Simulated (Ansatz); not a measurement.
```
Mg O
1.0
     3.28727    0.00000    0.00000
    -1.64364    2.84686    0.00000
     0.00000    0.00000    5.00134
Mg O
2 2
Cartesian
  0.0000 1.8979 4.9531
  1.6437 0.9489 2.4524
  0.0000 1.8979 1.9363
  1.6437 0.9489 4.4369
```

Space group P6₃mc; a structure from a database of computed crystals, not necessarily the ambient phase; started from the BeO-186 prototype, which need not be the ambient phase.

Level of theory: DFT, r2SCAN+rVV10, plane waves, PAW (Ansatz).

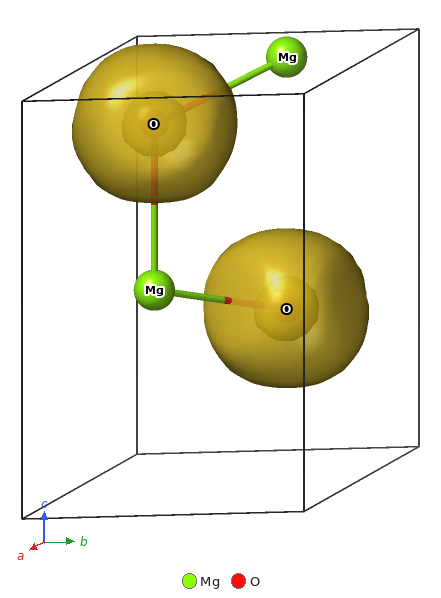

MgO. Isosurface of the ELF at 0.7 (yellow), seen slightly off an axis. Core shells and regions of very low density are left out. Sticks mark near contacts.

### What do the ELF domains correspond to?

At this value the surface marks out two regions wrapped around O (the valence shell of each), counted in one cell of 4 atoms. Any copies at cell faces, edges or corners count once.

Values along the shortest contacts:
Mg–O (1.97 Å): the ELF peaks at about 0.85 in the valence shell of O, 0.7 Å from its nucleus, and is about 0.35 at the midpoint (an ionic contact with no shared pair).
